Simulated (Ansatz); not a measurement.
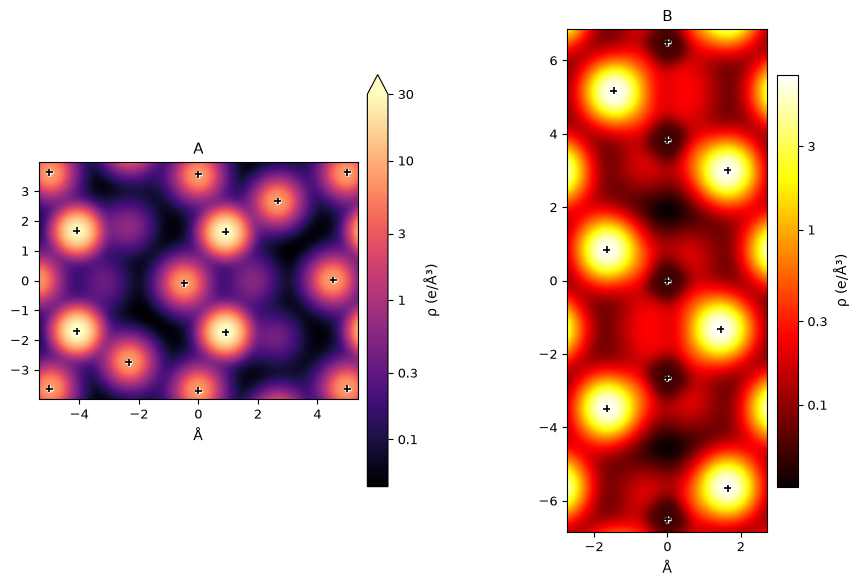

The valence pseudo-density of 2 systems, each on a plane through atoms (crosses mark nuclei in the plane).

Method: DFT, LDA, plane-wave PAW, default files, scalar-relativistic, frozen cores (Ansatz).

System 1: HfO2, the (101) plane of the conventional cell. Space group Pbca; computed pressure about −9 GPa in this cell.

System 2: Al2O3, the (010) plane of the conventional cell. Space group R-3c; computed pressure about −5 GPa in this cell.

```
Al O
1.0
     4.76050    0.00000    0.00000
    -2.38025    4.12271    0.00000
     0.00000    0.00000   12.99560
Al O
12 18
Direct
  0.66667 0.33333 0.18542
  0.33333 0.66667 0.51875
  0.00000 0.00000 0.85208
  0.33333 0.66667 0.31458
  0.00000 0.00000 0.64792
  0.66667 0.33333 0.98125
  0.00000 0.00000 0.14792
  0.66667 0.33333 0.48125
  0.33333 0.66667 0.81458
  0.33333 0.66667 0.01875
  0.00000 0.00000 0.35208
  0.66667 0.33333 0.68542
  0.97313 0.33333 0.08333
  0.63980 0.66667 0.41667
  0.30646 0.00000 0.75000
  0.66667 0.63980 0.08333
  0.33333 0.97313 0.41667
  0.00000 0.30646 0.75000
  0.36020 0.02687 0.08333
  0.02687 0.36020 0.41667
  0.69354 0.69354 0.75000
  0.69354 0.00000 0.25000
  0.36020 0.33333 0.58333
  0.02687 0.66667 0.91667
  0.00000 0.69354 0.25000
  0.66667 0.02687 0.58333
  0.33333 0.36020 0.91667
  0.30646 0.30646 0.25000
  0.97313 0.63980 0.58333
  0.63980 0.97313 0.91667
```

> Match each panel to its system.

Panel A is system 1, HfO2: the plane holds Hf and O. Hf–O (2.04 Å): ρ at the midpoint is about 0.87 e/Å³. Panel B is system 2, Al2O3: the plane holds Al and O. Al–O (1.86 Å): ρ at the midpoint is about 0.65 e/Å³.
